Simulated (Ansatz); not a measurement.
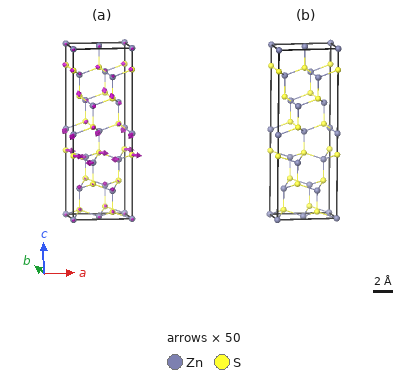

The structure of crystalline ZnS (set up in P1) before (left) and after (right) a relaxation, at one scale. The purple arrows give the displacements (the part carried along by the change of the cell is left out), 50 times their true length.

A ball-and-stick model of the larger cell on standard axes (2 times the calculation's cell), seen slightly off an axis.

Case: cell sheared at random, sigma 0.01, atoms nudged by 0.01 Å; relaxed back.

Level of theory: Ansatz 0.2.0, DFT PBE, scalar-relativistic, plane waves, PAW.

Input
```yaml
crystal:
  lattice:
    - [3.8399005115, -0.0243102534, 0.0318753537]
    - [-1.9410035527, 3.3283619895, 0.0012638488]
    - [0.1563775217, 0.0974441228, 18.9954170137]
  atoms:
    - { symbol: Zn, position: [-0.0002618753, -0.0011111729, -0.0001986732] }
    - { symbol: Zn, position: [0.0017412773, 0.0037453273, 0.4992637957] }
    - { symbol: Zn, position: [0.3324941295, 0.666376205, 0.1670275277] }
    - { symbol: Zn, position: [0.6706820878, 0.3400660286, 0.666583015] }
    - { symbol: Zn, position: [0.6649336662, 0.3303860326, 0.333097789] }
    - { symbol: Zn, position: [0.3325288044, 0.6688438779, 0.8336379137] }
    - { symbol: S, position: [0.0032758844, -0.0001325851, 0.1252661397] }
    - { symbol: S, position: [-0.0069975353, -0.0031926201, 0.6249862341] }
    - { symbol: S, position: [0.3350071724, 0.6653684013, 0.2923933554] }
    - { symbol: S, position: [0.6669798695, 0.3337562232, 0.7915196041] }
    - { symbol: S, position: [0.6666277862, 0.330925999, 0.4580998201] }
    - { symbol: S, position: [0.3329887329, 0.6649682832, 0.958323479] }
basis:
  ecutwfc: 420
kpoints:
  mp_grid: { grid: [6, 6, 2] }
hamiltonian:
  xc: pbe
scf:
  occupations: { method: gaussian, width: 0.05 }
output:
  forces: true
  stress: true
  eigenvalues: true
relax:
  adjacent_minimum: "off"
  f_tol: 0.01
  max_steps: 80
  cell: { stress_tol: 0.1 }
```

Command:
```bash
ansatz run input.yaml --threads 2 --pin off --max-ram 5120MiB --backend cpu --events-out ev --progress --plain --runs-dir out
```

Q: Summarise the run.

A: Over 2 accepted moves (3 points after the start) the energy falls by 31.7 meV per cell of the calculation. The largest force component goes from 0.25 to 0.0049 eV/Å. The pressure goes from 0.10 to −0.01 GPa. At 1 point the geometry stayed and the basis and grid were re-selected for the new cell (energy shift of less than 0.05 meV per cell of the calculation at most each time). The atom that moves furthest relative to the cell is S8 (0.023 Å roughly along +a). Largest moves by element: S 0.023 Å, Zn 0.021 Å. The volume changes by +0.1 %, with a 6.610 → 6.665 Å (+0.8 %), b 3.853 → 3.849 Å (−0.1 %), c 18.996 → 18.875 Å (−0.6 %), β 91.1° → 90.0°, γ 89.5° → 90.0°. Some distances before and after: Zn4–S8 2.310 → 2.356 Å, Zn2–S11 2.318 → 2.358 Å, Zn2–S8 2.388 → 2.362 Å, Zn5–S9 2.331 → 2.356 Å. Within 0.06 Å the space group is Cm at the start and P6_3mc at the end; at a tighter tolerance small leftover displacements or strains of the cell lower it. Cost: 60 s on 2 threads of Intel(R) Xeon(R) 6975P-C (Granite Rapids), on a shared host, peak memory 0.83 GiB.
